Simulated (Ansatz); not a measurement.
**Geometry relaxation, with input and output: Si (part 1 of 2)**

- system: Si (slab, 4 atoms in the cell)
- method: DFT PBE, scalar-relativistic, plane waves, PAW, PAW set soft_1, no spin polarisation (Ansatz 0.2.0)

The structure derives from an entry of the Crystallography Open Database. The input holds or restrains some coordinates. Forces given for the steps count only the free coordinates. Figures and captions count atoms from 1; the log counts them from 0 in places.

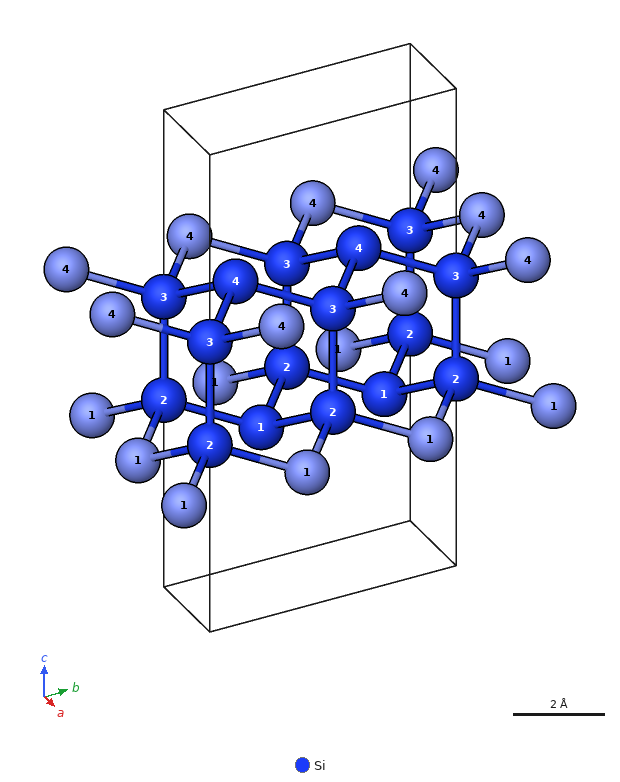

Fig. 1: The starting structure (ball-and-stick view of the 1 × 2 repeat of the cell, with the vacuum cut short, seen slightly off an axis; neighbours outside the cell are drawn fainter; atoms are numbered from 1 in the order of the input). An atom can appear more than once, as a periodic image. Near neighbours in the periodic cell (some may lie outside the picture): Si has 3 Si at 2.37 Å; Si has 4 Si at 2.37 Å.

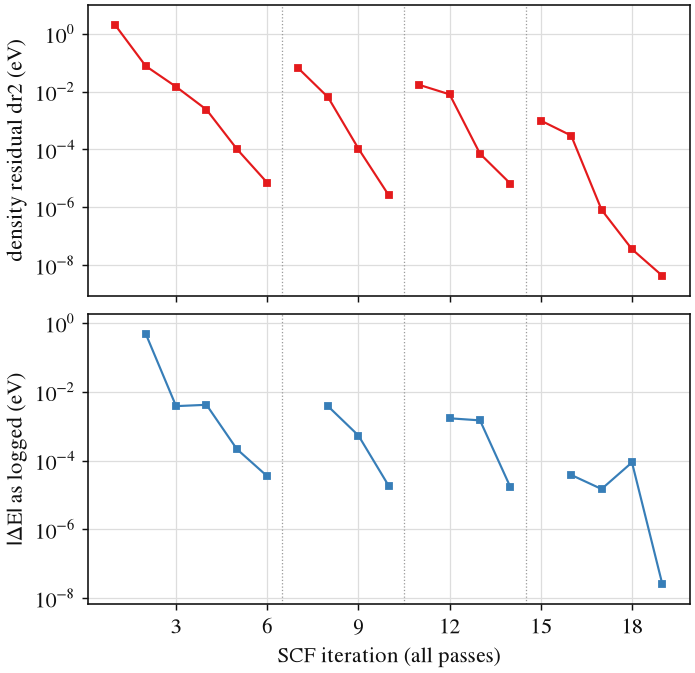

Fig. 2: Convergence of the self-consistent field: density residual dr2 and size of the energy change against the SCF iteration. The dotted lines part the SCF passes of the relaxation: geometry steps, rejected trials and re-solves on a re-selected basis. The passes take 6, 4, 4 and 5 iterations.

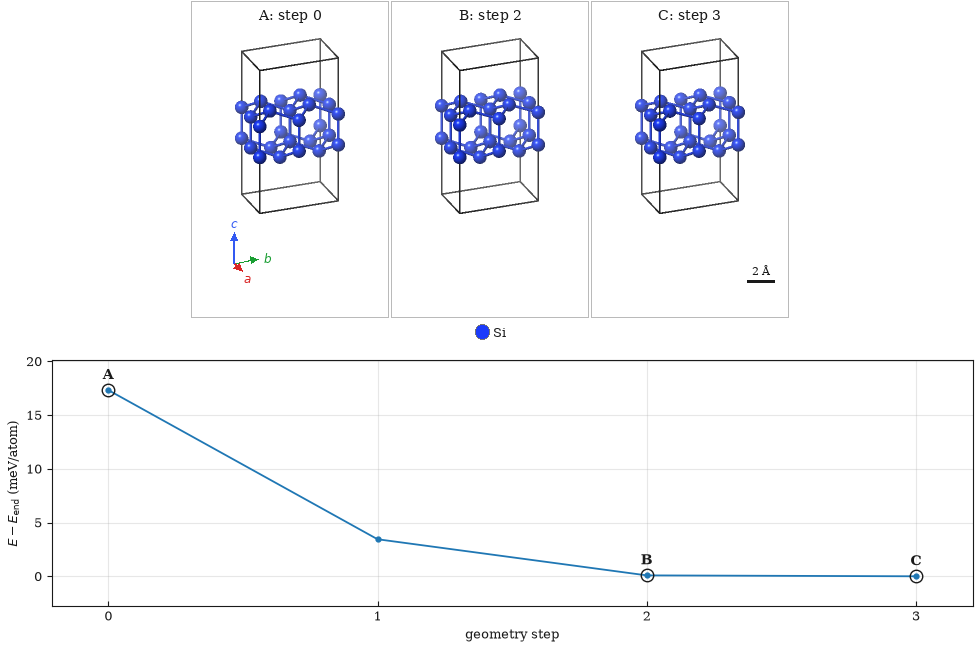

Fig. 3: Frames of the restrained relaxation (ball-and-stick view of the 2 × 2 repeat of the cell, with the vacuum cut short, seen slightly off an axis) above the curves, on which the letters mark them (the first geometry is step 0 here and step 1 in the log).

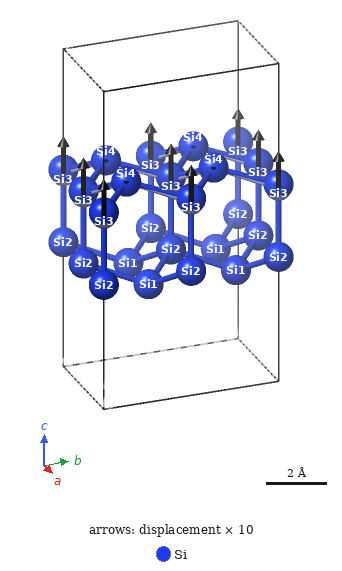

Fig. 4: Start (faint) and end (solid) with the displacements as black arrows, magnified 10 times (ball-and-stick view of the 2 × 2 repeat of the cell, with the vacuum cut short, seen slightly off an axis). Over 3 geometry steps the energy falls by 17.3 meV per atom. The largest force component goes from 1.1 to 0.0011 eV/Å. Si3 moves most: 0.13 Å. The cell stays as it was. Among the contacts that change: Si2–Si3 2.368 → 2.497 Å, Si3–Si4 2.368 → 2.326 Å. Among the angles that change: Si2–Si3–Si4 109.5° → 106.3°, Si4–Si3–Si4 109.5° → 112.5°. (Atoms are counted from 1 in the order of the input.)

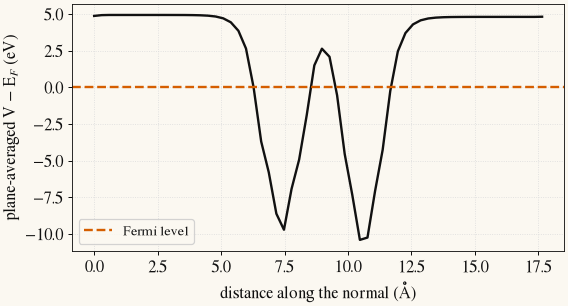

Fig. 5: Plane average of the electrostatic potential energy of an electron across the cell, from the Fermi level. The vacuum level lies 4.81 eV above the Fermi level on the upper side and 4.94 eV on the lower.

These pictures come from the run below.

The input:
```yaml
crystal:
  lattice:
    - [3.8675355481, 0.0, 0.0]
    - [-1.9337677741, 3.3493840347, 0.0]
    - [0.0, 0.0, 17.9472869396]
  atoms:
    - { symbol: Si, position: [0.3333333333, 0.6666666667, 0.3900310963] }
    - { symbol: Si, position: [0.0, 0.0, 0.4340186578] }
    - { symbol: Si, position: [0.0, 0.0, 0.5659813422] }
    - { symbol: Si, position: [0.6666666667, 0.3333333333, 0.6099689037] }
basis:
  ecutwfc: 420
kpoints:
  mp_grid: { grid: [9, 9, 1] }
hamiltonian:
  xc: pbe
  pseudopotentials: { kind: paw, azcp: { folder: soft_1 } }
scf:
  occupations: { method: gaussian, width: 0.05 }
output:
  forces: true
  eigenvalues: true
relax:
  adjacent_minimum: "off"
  f_tol: 0.03
  max_steps: 50
  constraints: [{ sites: [0, 1] }]
efield:
  axis: 3
  dipole_correction: true
  ramp_width: 0.04
```

Command:
```bash
ansatz run input.yaml --threads 1 --pin off --max-ram 3072MiB --backend cpu --events-out ev --progress --plain --runs-dir out
```

The program's output:
```
Engine: ansatz 0.2.0, aarch64-unknown-linux-gnu
Pseudopotentials: kind: paw
Pseudopotential: Si, paw, valence charge 4, recommended cutoff 420 eV (normal), [file]
Functional definition: PBE
  parameter kappa = 0.804
  parameter beta = 0.06672455060314922
  exchange = pbe_x(kappa = kappa, mu = beta*pi^2/3)
  correlation = pbe_c(beta = beta)
Crystal: 4 atoms, lattice volume = 232.487 Å³
Basis set: ecut = 420 eV, 4583 PW (Γ), exchange–correlation on 54×54×240 points (8 copies of the dense FFT grid, shifted against one another)
Bands: 12, of which v1, the nominal top of the filled ones, is band 8 counted from 1 (7 counted from 0)
Symmetry: 6 space group operations
k-points: 12 of 81 (time reversal used)
Non-local potential: Si, projectors of the file, l = 0: 2, l = 1: 2, l = 2: 1
PAW form: soft (Blöchl's): semilocal exchange-correlation on the pseudo side does not see the compensation charge
PAW one-centre angular grid: Si, 110 points (default); XC on 64 Gauss nodes
Initial density: superposition of atomic densities (neutral atoms: chi_scale 0, normalization atom)
Initial wavefunctions: pseudopotential atomic-orbital guess
Functional: x = pbe(κ = 0.804, μ = 0.2195149727645171), c = pbe(β = 0.06672455060314922)
SCF iter   1: F=—  HF=-2541.595791 eV  |F-HF|=—  |Δ(HF+E_count)|=         —  Δρ=2.45e-2  dr2=1.97e0  ethr=3.10e-3  p=0.000 e·Å  D=7.96e-15 V/Å  ΔV_dip=-0.00 eV  dr2_dipole=3.94e-9  V_vac-E_F(+/−)=6.18/6.18 eV  ⟨swp⟩=10.0  Hψ=1434  notcnv=0
efield: sawtooth ramp at fractional position 0.9800 (placed from the atoms, in the widest stretch of the axis that holds none; the zero of the levels goes with the place), width 0.0400; the density the first Hamiltonian is built on has a dipole p = 0.000 e·Å; the dipole correction subtracts the counter field D = 7.96e-15 V/Å, which shifts the + side's vacuum level by -0.00 eV against the − side's; the planar-averaged density in the ramp window peaks in size at 3.5e-8 e/Å³
preconditioner: auto → LDOS  [insulator: Δε(μ)=0.105 eV  Ē_g=7.297 eV  σ=0.050 eV  W_gap=0.66  n_scr=8 (ndim 8)  ℏωp=9.7 eV  f_vac=0.517  D(μ)=1.61/eV (n_scr^D=6)  ε∞_Penn≈2.8  β→1.0]
SCF iter   2: F=—  HF=-2541.104850 eV  |F-HF|=—  |Δ(HF+E_count)|=   4.91e-1  Δρ=5.69e-3  dr2=7.67e-2  ethr=3.10e-3  p=-0.000 e·Å  D=-1.66e-4 V/Å  ΔV_dip=0.00 eV  dr2_dipole=6.30e-6  V_vac-E_F(+/−)=4.98/4.98 eV  ⟨swp⟩=3.2  Hψ=422  notcnv=0
SCF iter   3: F=—  HF=-2541.108689 eV  |F-HF|=—  |Δ(HF+E_count)|=   3.84e-3  Δρ=1.53e-3  dr2=1.47e-2  ethr=4.79e-4  p=0.000 e·Å  D=1.90e-4 V/Å  ΔV_dip=-0.00 eV  dr2_dipole=1.44e-5  V_vac-E_F(+/−)=4.95/4.95 eV  ⟨swp⟩=3.0  Hψ=318  notcnv=0
SCF iter   4: F=—  HF=-2541.104492 eV  |F-HF|=—  |Δ(HF+E_count)|=   4.20e-3  Δρ=4.25e-4  dr2=2.38e-3  ethr=9.20e-5  p=-0.000 e·Å  D=-4.52e-6 V/Å  ΔV_dip=0.00 eV  dr2_dipole=1.25e-9  V_vac-E_F(+/−)=4.92/4.92 eV  ⟨swp⟩=2.5  Hψ=281  notcnv=0
SCF iter   5: F=—  HF=-2541.104276 eV  |F-HF|=—  |Δ(HF+E_count)|=   2.16e-4  Δρ=1.68e-4  dr2=1.04e-4  ethr=1.49e-5  p=-0.000 e·Å  D=-5.48e-6 V/Å  ΔV_dip=0.00 eV  dr2_dipole=1.42e-8  V_vac-E_F(+/−)=4.87/4.87 eV  ⟨swp⟩=1.8  Hψ=207  notcnv=0
SCF iter   6: F=-2541.104311 eV  HF=-2541.104312 eV  |F-HF|=5.23e-7  |Δ(HF+E_count)|=   3.51e-5  Δρ=4.31e-5  dr2=7.08e-6  ethr=1.41e-7  p=0.000 e·Å  D=4.44e-6 V/Å  ΔV_dip=-0.00 eV  dr2_dipole=2.68e-9  V_vac-E_F(+/−)=4.85/4.85 eV  ⟨swp⟩=7.4  Hψ=1079  notcnv=0
SCF 1 converged in 6 iterations: F = -2541.104311 eV  dr2 = 7.08e-6
  greatest PAW one-centre occupation: 0.659 electrons in one spin orbital (limit 2), on the Si atom at site 3 (counted from 0), in its partial waves of l = 0
relax step   1: F+E_penalty+E_count = -2541.10431106 eV  Δ(F+E_penalty+E_count) = +0.000e0 eV  max|allowed force component| = 1.120e0 eV/Å  Δτ_max = 0.0000 Å  (6 SCF iters, dr2 threshold 2.25e-5 eV, accepted)
Initial density: handed on by an earlier stage of this run
Initial wavefunctions: those handed on with the density
iter 1 solved again at ethr=4.64e-4 eV; its pass at ethr=3.10e-3 eV (dr2=7.42e-2 eV) is discarded
```
